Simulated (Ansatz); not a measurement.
# Run report: ZnSe, geometry relaxation

ZnSe (F-43m, 2 atoms in the cell), computed with DFT PBEsol, scalar-relativistic, plane waves, PAW, no spin polarisation (Ansatz 0.2.0).

The structure derives from an entry of the Crystallography Open Database. Figures and captions count atoms from 1; the log counts them from 0 in places.

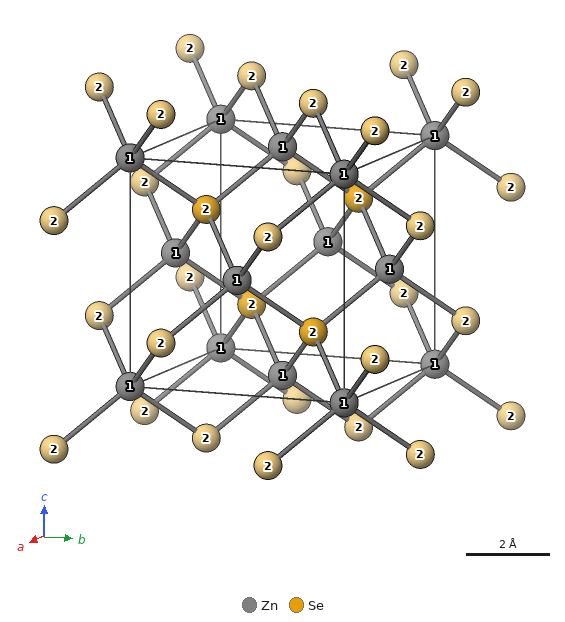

The input geometry (ball-and-stick view of the cell 4 times as large as that of the calculation, set on its symmetry axes, seen slightly off an axis; neighbours outside the cell are drawn fainter; atoms are numbered from 1 in the order of the input). An atom can appear more than once, as a periodic image.

### The input
```yaml
crystal:
  lattice:
    - [0.0, 2.8338, 2.8338]
    - [2.8338, 0.0, 2.8338]
    - [2.8338, 2.8338, 0.0]
  atoms:
    - { symbol: Zn, position: [0.0, 0.0, 0.0] }
    - { symbol: Se, position: [0.75, 0.75, 0.75] }
basis:
  ecutwfc: 420
kpoints:
  mp_grid: { grid: [8, 8, 8] }
hamiltonian:
  xc: pbesol
scf:
  occupations: { method: gaussian, width: 0.02 }
output:
  forces: true
  stress: true
  eigenvalues: true
  write_density: true
  write_potential: true
  elf: true
  volumetric_format: npy
relax:
  adjacent_minimum: "off"
  f_tol: 0.005
  max_steps: 80
  cell: { stress_tol: 0.05 }
```

Machine: 2 threads of AMD EPYC (Zen 5), 16 GiB of memory available, shared host.

Run as:
```bash
ansatz run input.yaml --threads 2 --pin off --max-ram 5120MiB --backend cpu --events-out ev --progress --plain --runs-dir out
```

### Output
```
Engine: ansatz 0.2.0, x86_64-unknown-linux-gnu
Pseudopotentials: kind: paw
Pseudopotential: Zn, paw, valence charge 12, recommended cutoff 420 eV (normal), Zn.paw.azcp
Pseudopotential: Se, paw, valence charge 16, recommended cutoff 420 eV (normal), Se.paw.azcp
Functional definition: PBEsol
  exchange = pbesol_x
  correlation = pbesol_c
Crystal: 2 atoms, lattice volume = 45.513 Å³
Basis set: ecut = 420 eV, 893 PW (Γ), exchange–correlation on 54×54×54 points (8 copies of the dense FFT grid, shifted against one another)
Bands: 18, of which v1, the nominal top of the filled ones, is band 14 counted from 1 (13 counted from 0)
Symmetry: 24 space group operations
Space group: F-43m (ITA 216), of the structure as read, at distance tolerance 3.6e-5 Å
k-points: 29 of 512 (time reversal used)
Non-local potential: Zn, projectors of the file, l = 0: 2, l = 1: 2, l = 2: 3, l = 3: 1
Non-local potential: Se, projectors of the file, l = 0: 2, l = 1: 2, l = 2: 3, l = 3: 1
PAW form: soft (Blöchl's): semilocal exchange-correlation on the pseudo side does not see the compensation charge
PAW frozen core: Zn, regenerated for the run's functional, and the local potential with it (the file was generated under x = pbe(κ = 0.804, μ = 0.2195149727645171), c = pbe(β = 0.06672455060314922))
PAW frozen core: Se, regenerated for the run's functional, and the local potential with it (the file was generated under x = pbe(κ = 0.804, μ = 0.2195149727645171), c = pbe(β = 0.06672455060314922))
PAW one-centre angular grid: Zn, 590 points (default); XC on 64 Gauss nodes
PAW one-centre angular grid: Se, 590 points (default); XC on 64 Gauss nodes
Initial density: superposition of atomic densities (neutral atoms: chi_scale 0, normalization atom), corrected by the library's trained network
Initial wavefunctions: pseudopotential atomic-orbital guess
Functional: x = pbesol(κ = 0.804, μ = 0.12345679012345678), c = pbesol(β = 0.046)
SCF iter   1: F=—  HF=-8706.454013 eV  |F-HF|=—  |Δ(HF+E_count)|=         —  Δρ=3.87e-3  dr2=6.82e-3  ethr=1.77e-3  ⟨swp⟩=6.0  Hψ=2691  notcnv=0
preconditioner: auto → none  [insulator: Δε(μ)=1.137 eV  Ē_g=11.813 eV  σ=0.020 eV  W_gap=1.00  n_scr=14 (ndim 8)  ℏωp=23.4 eV  f_vac=0.121  D(μ)=0.00/eV (n_scr^D=0)  ε∞_Penn≈4.9]
SCF iter   2: F=—  HF=-8706.451631 eV  |F-HF|=—  |Δ(HF+E_count)|=   2.38e-3  Δρ=9.71e-4  dr2=2.61e-4  ethr=2.43e-5  ⟨swp⟩=2.0  Hψ=1122  notcnv=0
SCF iter   3: F=—  HF=-8706.451594 eV  |F-HF|=—  |Δ(HF+E_count)|=   3.63e-5  Δρ=7.85e-4  dr2=1.61e-4  ethr=9.31e-7  ⟨swp⟩=2.0  Hψ=843  notcnv=0
SCF iter   4: F=—  HF=-8706.451576 eV  |F-HF|=—  |Δ(HF+E_count)|=   1.85e-5  Δρ=2.44e-4  dr2=1.78e-5  ethr=5.74e-7  ⟨swp⟩=2.0  Hψ=711  notcnv=0
SCF iter   5: F=—  HF=-8706.451579 eV  |F-HF|=—  |Δ(HF+E_count)|=   3.66e-6  Δρ=5.47e-5  dr2=8.30e-7  ethr=6.35e-8  ⟨swp⟩=2.0  Hψ=610  notcnv=0
SCF iter   6: F=-8706.451580 eV  HF=-8706.451580 eV  |F-HF|=2.00e-8  |Δ(HF+E_count)|=   6.95e-7  Δρ=7.47e-6  dr2=1.72e-8  ethr=3.57e-10  ⟨swp⟩=8.9  Hψ=3946  notcnv=0
SCF 1 converged in 6 iterations: F = -8706.451580 eV  dr2 = 1.72e-8
  greatest PAW one-centre occupation: 1.000 electrons in one spin orbital (limit 2), on the Se atom at site 1 (counted from 0), in its partial waves of l = 2
relax step   1: F+E_penalty+E_count = -8706.45158012 eV  Δ(F+E_penalty+E_count) = +0.000e0 eV  max|allowed force component| = 1.295e-16 eV/Å  Δτ_max = 0.0000 Å  P = -1.133 GPa  Ω = 45.513 Å³  (6 SCF iters, dr2 threshold 1.00e-7 eV, accepted)
Crystal: 2 atoms, lattice volume = 44.896 Å³
Initial density: handed on by an earlier stage of this run
Initial wavefunctions: those handed on with the density
iter 1 solved again at ethr=4.26e-7 eV; its pass at ethr=3.10e-3 eV (dr2=1.19e-4 eV) is discarded
SCF iter   1: F=—  HF=-8706.454554 eV  |F-HF|=—  |Δ(HF+E_count)|=         —  Δρ=4.52e-4  dr2=1.00e-4  ethr=4.26e-7  ⟨swp⟩=3.0  Hψ=3160  notcnv=0
preconditioner: auto → none  [insulator: Δε(μ)=1.219 eV  Ē_g=11.918 eV  σ=0.020 eV  W_gap=1.00  n_scr=14 (ndim 8)  ℏωp=23.5 eV  f_vac=0.103  D(μ)=0.00/eV (n_scr^D=0)  ε∞_Penn≈4.9]
SCF iter   2: F=—  HF=-8706.454533 eV  |F-HF|=—  |Δ(HF+E_count)|=   2.08e-5  Δρ=2.83e-4  dr2=2.07e-5  ethr=3.57e-7  ⟨swp⟩=2.4  Hψ=715  notcnv=0
SCF iter   3: F=—  HF=-8706.454537 eV  |F-HF|=—  |Δ(HF+E_count)|=   3.55e-6  Δρ=1.45e-4  dr2=8.25e-6  ethr=7.41e-8  ⟨swp⟩=2.0  Hψ=754  notcnv=0
SCF iter   4: F=—  HF=-8706.454532 eV  |F-HF|=—  |Δ(HF+E_count)|=   4.54e-6  Δρ=3.43e-5  dr2=2.83e-7  ethr=2.95e-8  ⟨swp⟩=2.0  Hψ=754  notcnv=0
SCF iter   5: F=-8706.454532 eV  HF=-8706.454532 eV  |F-HF|=4.25e-9  |Δ(HF+E_count)|=   2.10e-8  Δρ=5.09e-6  dr2=1.19e-8  ethr=7.14e-10  ⟨swp⟩=8.9  Hψ=3657  notcnv=0
SCF 2 converged in 5 iterations: F = -8706.454532 eV  dr2 = 1.19e-8
relax step   2: F+E_penalty+E_count = -8706.45453236 eV  Δ(F+E_penalty+E_count) = -2.952e-3 eV  max|allowed force component| = 7.748e-17 eV/Å  Δτ_max = 0.0000 Å  P = -0.288 GPa  Ω = 44.896 Å³  energy of the carried Pulay correction = +1.934e-4 eV  (5 SCF iters, dr2 threshold 2.00e-7 eV, accepted)
Crystal: 2 atoms, lattice volume = 44.690 Å³
iter 1 solved again at ethr=4.99e-8 eV; its pass at ethr=3.10e-3 eV (dr2=1.40e-5 eV) is discarded
SCF iter   1: F=—  HF=-8706.454783 eV  |F-HF|=—  |Δ(HF+E_count)|=         —  Δρ=1.55e-4  dr2=1.13e-5  ethr=4.99e-8  ⟨swp⟩=2.8  Hψ=2999  notcnv=0
preconditioner: auto → none  [insulator: Δε(μ)=1.239 eV  Ē_g=11.938 eV  σ=0.020 eV  W_gap=1.00  n_scr=14 (ndim 8)  ℏωp=23.6 eV  f_vac=0.103  D(μ)=0.00/eV (n_scr^D=0)  ε∞_Penn≈4.9]
SCF iter   2: F=—  HF=-8706.454778 eV  |F-HF|=—  |Δ(HF+E_count)|=   4.87e-6  Δρ=9.51e-5  dr2=2.40e-6  ethr=4.02e-8  ⟨swp⟩=2.6  Hψ=752  notcnv=0
SCF iter   3: F=—  HF=-8706.454778 eV  |F-HF|=—  |Δ(HF+E_count)|=   6.64e-7  Δρ=5.69e-5  dr2=1.16e-6  ethr=8.56e-9  ⟨swp⟩=2.0  Hψ=754  notcnv=0
SCF iter   4: F=-8706.454778 eV  HF=-8706.454778 eV  |F-HF|=8.61e-9  |Δ(HF+E_count)|=   6.50e-7  Δρ=1.14e-5  dr2=3.28e-8  ethr=7.14e-10  ⟨swp⟩=6.0  Hψ=3344  notcnv=0
SCF 3 converged in 4 iterations: F = -8706.454778 eV  dr2 = 3.28e-8
relax step   3: F+E_penalty+E_count = -8706.45477775 eV  Δ(F+E_penalty+E_count) = -2.454e-4 eV  max|allowed force component| = 1.168e-16 eV/Å  Δτ_max = 0.0000 Å  P = +0.010 GPa  Ω = 44.690 Å³  energy of the carried Pulay correction = +2.586e-4 eV  (4 SCF iters, dr2 threshold 2.00e-7 eV, accepted)
Initial wavefunctions: pseudopotential atomic-orbital guess (no wavefunctions were taken with the density)
iter 1 solved again at ethr=7.13e-8 eV; its pass at ethr=3.10e-3 eV (dr2=2.00e-5 eV) is discarded
SCF iter   1: F=—  HF=-8706.454492 eV  |F-HF|=—  |Δ(HF+E_count)|=         —  Δρ=3.39e-5  dr2=1.87e-7  ethr=7.13e-8  ⟨swp⟩=2.8  Hψ=3991  notcnv=0
preconditioner: auto → none  [insulator: Δε(μ)=1.239 eV  Ē_g=11.937 eV  σ=0.020 eV  W_gap=1.00  n_scr=14 (ndim 8)  ℏωp=23.6 eV  f_vac=0.103  D(μ)=0.00/eV (n_scr^D=0)  ε∞_Penn≈4.9]
SCF iter   2: F=—  HF=-8706.454489 eV  |F-HF|=—  |Δ(HF+E_count)|=   3.79e-6  Δρ=3.39e-5  dr2=2.33e-7  ethr=6.68e-10  ⟨swp⟩=2.1  Hψ=921  notcnv=0
SCF iter   3: F=—  HF=-8706.454489 eV  |F-HF|=—  |Δ(HF+E_count)|=   8.62e-8  Δρ=2.09e-5  dr2=1.31e-7  ethr=6.68e-10  ⟨swp⟩=2.0  Hψ=755  notcnv=0
SCF iter   4: F=—  HF=-8706.454489 eV  |F-HF|=—  |Δ(HF+E_count)|=   8.67e-8  Δρ=2.30e-6  dr2=1.22e-9  ethr=4.66e-10  ⟨swp⟩=2.0  Hψ=754  notcnv=0
SCF iter   5: F=—  HF=-8706.454489 eV  |F-HF|=—  |Δ(HF+E_count)|=  9.46e-11  Δρ=6.09e-7  dr2=9.52e-11  ethr=4.37e-12  ⟨swp⟩=2.0  Hψ=754  notcnv=0
SCF iter   6: F=-8706.454489 eV  HF=-8706.454489 eV  |F-HF|=1.82e-12  |Δ(HF+E_count)|=  2.91e-11  Δρ=6.04e-8  dr2=6.80e-13  ethr=1.00e-12  ⟨swp⟩=5.4  Hψ=2282  notcnv=0
SCF 4 converged in 6 iterations: F = -8706.454489 eV  dr2 = 6.80e-13
relax step   4: F+E_penalty+E_count = -8706.45448867 eV  Δ(F+E_penalty+E_count) = +2.891e-4 eV  max|allowed force component| = 1.214e-16 eV/Å  Δτ_max = 0.0000 Å  P = +0.010 GPa  Ω = 44.690 Å³  stress off target by 9.82e-3 GPa  SCF on the basis re-selected at this cell (its energy is not comparable with the rows above)  (6 SCF iters)
```

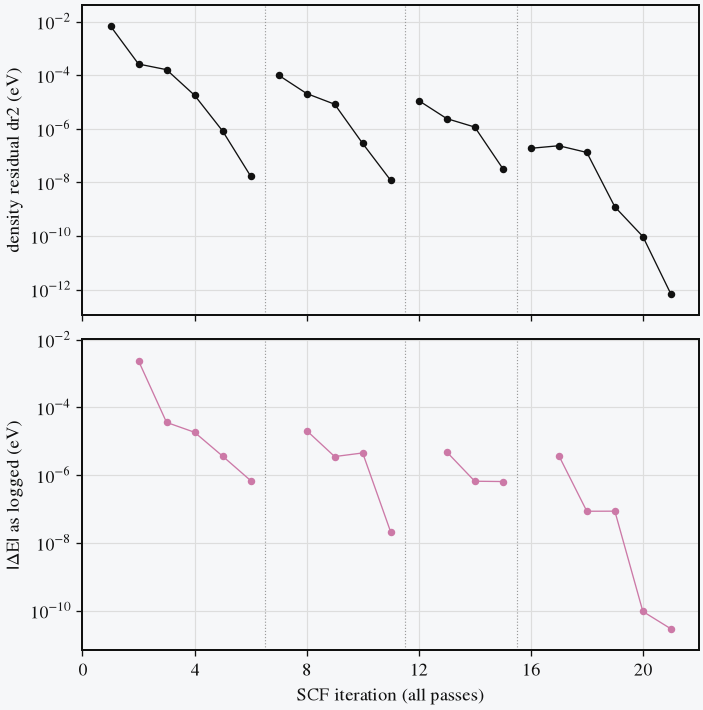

Convergence of the self-consistent field: density residual dr2 and size of the energy change against the SCF iteration. The dotted lines part the SCF passes of the relaxation: geometry steps, rejected trials and re-solves on a re-selected basis. The passes take 6, 5, 4 and 6 iterations.

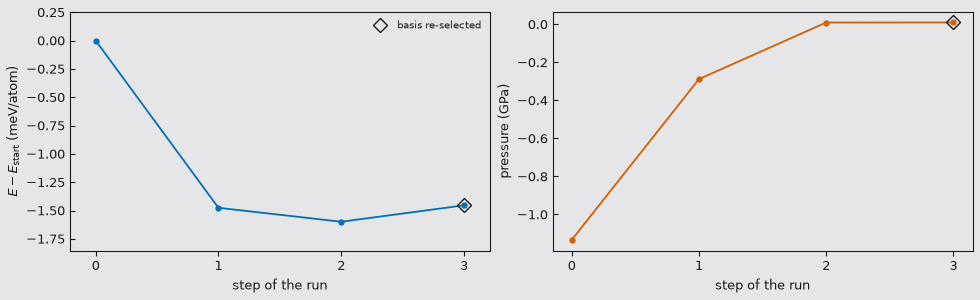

Progress of the relaxation, step by step (the first geometry is step 0 here and step 1 in the log).

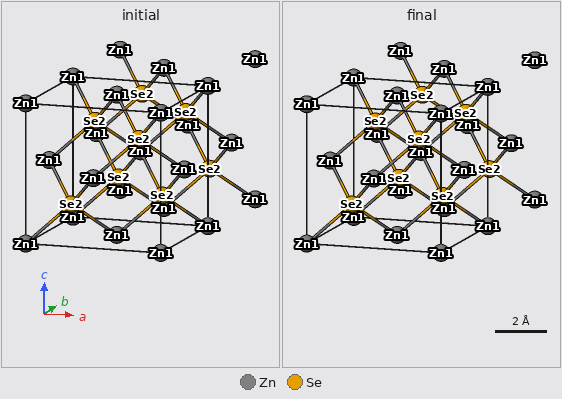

Before (left) and after (right) the relaxation, at one scale (ball-and-stick view of the cell 4 times as large as that of the calculation, set on its symmetry axes, repeated 1 × 2 × 1, seen slightly off an axis). The energy falls by 1.6 meV per atom in 2 geometry steps. All forces vanish by symmetry, so only the cell relaxes. Pressure: −1.13 GPa at the start and 0.01 GPa at the end. The atoms keep their places relative to the cell (all moves are under 0.005 Å). Cell: a = b = c 5.668 → 5.633 Å (−0.6 %). Volume −1.8 %. Among the contacts that change: Zn1–Se2 2.454 → 2.439 Å. The space group stays F-43m (No. 216). A last SCF at the same geometry on a re-selected plane-wave basis shifts the energy by +0.1 meV per atom. (Atoms are counted from 1 in the order of the input.)

```
basis re-selected at this cell: Δ(F+E_penalty+E_count) = +2.891e-4 eV, ΔP = +0.000 GPa vs the last step (what re-selecting the basis moved, of the pressure what is left beyond the Pulay correction that the steps carried, after the strain that the cell walked since its last selection, with what the two solves' SCF thresholds leave and, on support functions, any second-order correction that the steps lacked; it is no measure of the basis error at this ecutwfc). This SCF's stress stands 9.82e-3 GPa from its target on what of the cell is left free (relax.cell.stress_tol is 5.00e-2 GPa) and its largest allowed force component is 1.21e-16 eV/Å (relax.f_tol is 5.00e-3 eV/Å): within both
SCF converged after 6 iterations
Free energy (F): -8706.454489 eV
Harris-Foulkes:  -8706.454489 eV  (|F-HF|=1.82e-12)
Internal energy: -8706.454489 eV  (E = F + TS)
E sigma→0 (E₀):  -8706.454489 eV
Fermi energy:    7.519518 eV
--- Per-component energies (eV) ---
  E_band       = -380.514066
  E_kinetic    = 250.423081
  E_local      = -4367.141058  (includes V_loc(G=0)·N_el)
  E_nonlocal   = 22.591179
  E_hartree    = 2021.326244
  E_xc         = -239.173458
  E_vxc        = -150.838596  (∫ρ·V_xc dr)
  E_paw        = -3658.726875  (= ΣΔE_a)
  E_vpaw       = -178.200246  (= ΣTr[D̂ρ^β])
  E_aug_tail   = -0.000929  (compensation charges beyond the density's cutoff)
  E_ewald      = -2737.558479
  E_core_change = 1.805805  (= ΣΔE_core)
  E_smearing   = -0.000000  (= −TS)
  E_closure    = 0.000000  (closes the sum)
  Σ components = -8706.454489   (vs F -8706.454489, Δ=0.00e0)
--- Forces (eV/Å), atoms counted from 1 ---
  atom   1  Zn    -0.00000000    -0.00000000     0.00000000
  atom   2  Se     0.00000000    -0.00000000    -0.00000000
  max |Σ_I F_I| component: 1.46e-16 eV/Å
--- Stress (GPa, compression-positive) ---
        0.009820      -0.000000      -0.000000
       -0.000000       0.009820       0.000000
       -0.000000       0.000000       0.009820
  P = ⅓ Tr σ = 0.0098 GPa (0.098 kbar)
--- Band table (eV; the first three rows and the last of 29) ---
  k-point 0: bands = ["-40.0499", "-40.0499", "-40.0499", "-40.0451", "-40.0451", "-6.5078", "0.2757", "0.2757", "0.2757", "0.6643", "0.6643", "6.8997", "6.8997", "6.8997", "8.1390", "12.6387", "12.6387", "12.6387"]
  k-point 1: bands = ["-40.0499", "-40.0499", "-40.0499", "-40.0451", "-40.0451", "-6.4027", "0.2804", "0.2923", "0.2923", "0.6627", "0.6627", "5.5399", "6.7408", "6.7408", "9.1476", "12.5735", "12.9002", "12.9002"]
  k-point 2: bands = ["-40.0499", "-40.0498", "-40.0498", "-40.0450", "-40.0450", "-6.1292", "0.3287", "0.3287", "0.3310", "0.6641", "0.6641", "3.7713", "6.4030", "6.4030", "9.6011", "13.2829", "13.2829", "13.4103"]
  k-point 28: bands = ["-40.0498", "-40.0497", "-40.0495", "-40.0451", "-40.0449", "-5.3926", "0.3915", "0.4931", "0.6259", "0.6326", "0.9796", "2.0942", "4.0287", "4.1119", "12.2616", "12.5033", "13.8085", "14.4834"]
--- Relaxed structure (3 steps of the walk, 3 accepted, 1 SCFs on fresh bases) ---
  F+E_penalty+E_count = -8706.45448867 eV   max|allowed force component| = 1.214e-16 eV/Å   (the final SCF, on the basis selected at the relaxed cell)
  cell:  # Å, volume = 44.6895 Å³
    - [-2.6750703172701848e-33, 2.8166002280788347, 2.8166002280788347]
    - [2.8166002280788347, -2.2674405546385377e-33, 2.8166002280788347]
    - [2.8166002280788347, 2.8166002280788347, -3.10817694006631e-33]
  atoms:
    - { symbol: Zn, position: [1.1362531321096796e-34, -2.4884297566140334e-34, -1.1362531321096796e-34] }
    - { symbol: Se, position: [0.7499999999999999, 0.7499999999999999, 0.7499999999999999] }
```

### Trajectory as extended XYZ (Å, eV, eV/Å), 4 frames, from step=1 to step=4
```
2
Lattice="0.0000 2.8338 2.8338 2.8338 0.0000 2.8338 2.8338 2.8338 0.0000" Properties=species:S:1:pos:R:3:forces:R:3 step=1 energy=-8706.45158 pressure_GPa=-1.13
Zn    0.0000    0.0000    0.0000    0.0000   0.0000   0.0000
Se    4.2507    4.2507    4.2507    0.0000   0.0000   0.0000
2
Lattice="0.0000 2.8209 2.8209 2.8209 0.0000 2.8209 2.8209 2.8209 0.0000" Properties=species:S:1:pos:R:3:forces:R:3 step=2 energy=-8706.45453 pressure_GPa=-0.29
Zn    0.0000    0.0000    0.0000    0.0000   0.0000   0.0000
Se    4.2314    4.2314    4.2314    0.0000   0.0000   0.0000
2
Lattice="0.0000 2.8166 2.8166 2.8166 0.0000 2.8166 2.8166 2.8166 0.0000" Properties=species:S:1:pos:R:3:forces:R:3 step=3 energy=-8706.45478 pressure_GPa=0.01
Zn    0.0000    0.0000    0.0000    0.0000   0.0000   0.0000
Se    4.2249    4.2249    4.2249    0.0000   0.0000   0.0000
2
Lattice="0.0000 2.8166 2.8166 2.8166 0.0000 2.8166 2.8166 2.8166 0.0000" Properties=species:S:1:pos:R:3:forces:R:3 step=4 energy=-8706.45449 pressure_GPa=0.01
Zn    0.0000    0.0000    0.0000    0.0000   0.0000   0.0000
Se    4.2249    4.2249    4.2249    0.0000   0.0000   0.0000
```

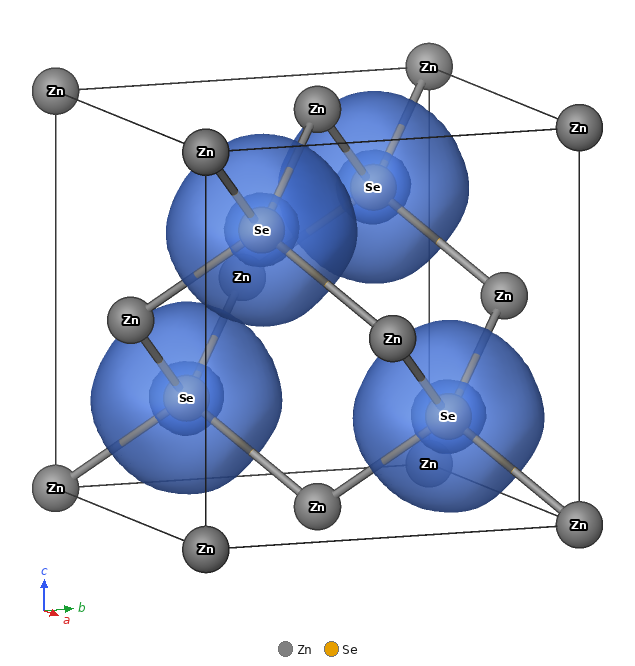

Isosurface of the electron localisation function at 0.6 (blue), seen slightly off an axis. Core shells and regions of very low density are left out. Sticks mark near contacts. The outline is the cell set on symmetry axes. Profiles from the grid: Zn–Se (2.44 Å): the ELF is about 0.60 at the midpoint. Core electrons are frozen (PAW), so the fields are smoothed inside the atomic spheres.

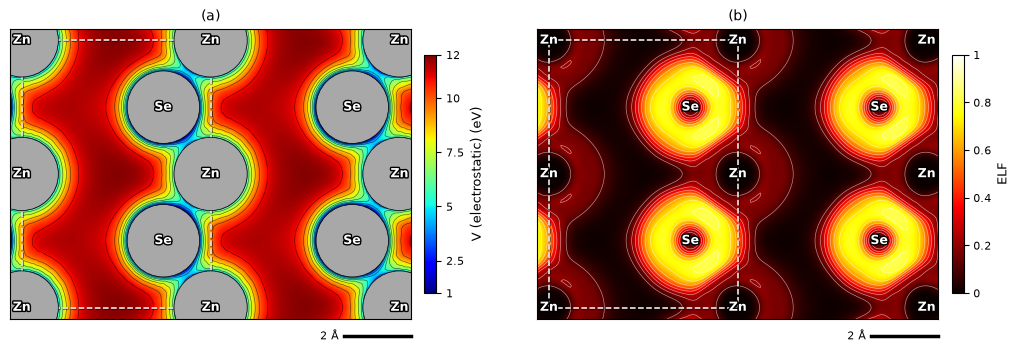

(a) electrostatic potential energy of an electron; (b) electron localisation function on the (110) plane of the conventional cell. Grey discs, where drawn, cover atomic cores. Zn–Se (2.44 Å): the ELF is about 0.60 at the midpoint. Outside the cores the potential energy rises away from the atoms and is highest about 2.4 Å from the nearest atoms; outside the discs it spans about 10 eV, and its zero is arbitrary.

### Summary

```tsv
quantity	value
outcome	converged
space group (tolerance 0.01 Å)	F-43m (216)
electrons treated	28
free energy	−8706.4545 eV
Fermi energy	7.520 eV
gap on the k-point mesh	1.24 eV
pressure	0.01 GPa
final volume	44.69 Å³
largest force (length of the vector) at the end	under 0.001 eV/Å
final cell	a = 3.983 Å, b = 3.983 Å, c = 3.983 Å, α = 60.00°, β = 60.00°, γ = 60.00°
wall time	2 s (CPU time 3.6 s)
peak memory	0.42 GiB
```
